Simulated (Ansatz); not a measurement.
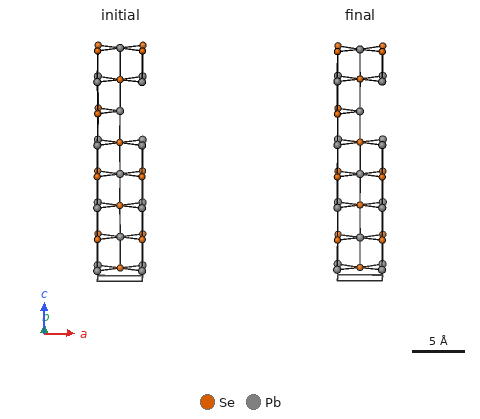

The structure of a slab of composition Se8Pb8 before (left) and after (right) a relaxation, at one scale.

The picture is a ball-and-stick view of the cell of the calculation, outlined in the plane, without the vacuum, seen from a free direction.

These are results of DFT, PBEsol, PAW, plane waves (Ansatz), not measurements.

Input file:
```yaml
crystal:
  lattice:
    - [3.050000, 3.050000, 0.000000]
    - [-3.050000, 3.050000, 0.000000]
    - [0.000000, 0.000000, 34.350000]
  atoms:
    - { symbol: Se, position: [0.504987, 0.492990, 0.189905] }
    - { symbol: Se, position: [0.494795, 0.505778, 0.366101] }
    - { symbol: Se, position: [0.493772, 0.503084, 0.544084] }
    - { symbol: Se, position: [0.501532, 0.500165, 0.721642] }
    - { symbol: Se, position: [0.001998, 0.001024, 0.277907] }
    - { symbol: Se, position: [0.997311, 0.999548, 0.455572] }
    - { symbol: Se, position: [0.009306, 0.008653, 0.633247] }
    - { symbol: Se, position: [0.006782, 0.006610, 0.810694] }
    - { symbol: Pb, position: [0.997395, 0.998825, 0.189237] }
    - { symbol: Pb, position: [0.997593, 0.996791, 0.366874] }
    - { symbol: Pb, position: [0.999694, 0.004022, 0.543777] }
    - { symbol: Pb, position: [0.998859, 0.997904, 0.722969] }
    - { symbol: Pb, position: [0.505367, 0.508516, 0.277708] }
    - { symbol: Pb, position: [0.500343, 0.501112, 0.455264] }
    - { symbol: Pb, position: [0.501342, 0.503122, 0.632887] }
    - { symbol: Pb, position: [0.502412, 0.502865, 0.811325] }
kpoints:
  mp_grid: { grid: [6, 6, 1] }
hamiltonian:
  xc: pbesol
scf:
  occupations: { method: fermi_dirac, width: 0.01 }
relax:
  f_tol: 0.03
  max_steps: 80
  escape_saddle: false
  adjacent_minimum: "off"
output:
  forces: true
  eigenvalues: true
  populations: true
```

Run as
```bash
ansatz run in.yaml --threads 8 --pin off --max-ram 118750MiB --runs-dir r --events-out ev --progress --plain --backend cuda --devices 0, --max-vram 170GiB
```

Summarise the run.

Answer. Pb16 moves most relative to the layer's centre: 0.14 Å at 8° to the normal (−c side). By element the largest moves are Pb 0.14 Å, Se 0.07 Å. The cell stays as it was. Some distances before and after: Se4–Pb16 3.081 → 2.875 Å, Se5–Pb9 3.046 → 2.874 Å, Se2–Pb13 3.037 → 3.164 Å, Se1–Pb13 3.017 → 2.905 Å. Bond angles that change, for instance: Pb12–Se8–Pb16 91.4° → 89.2°, Se4–Pb16–Se8 89.4° → 91.5°. After 3 geometry steps the energy has fallen by 0.133 eV per cell of the calculation. Largest force component: 0.49 eV/Å at the start, 0.03 eV/Å at the end.
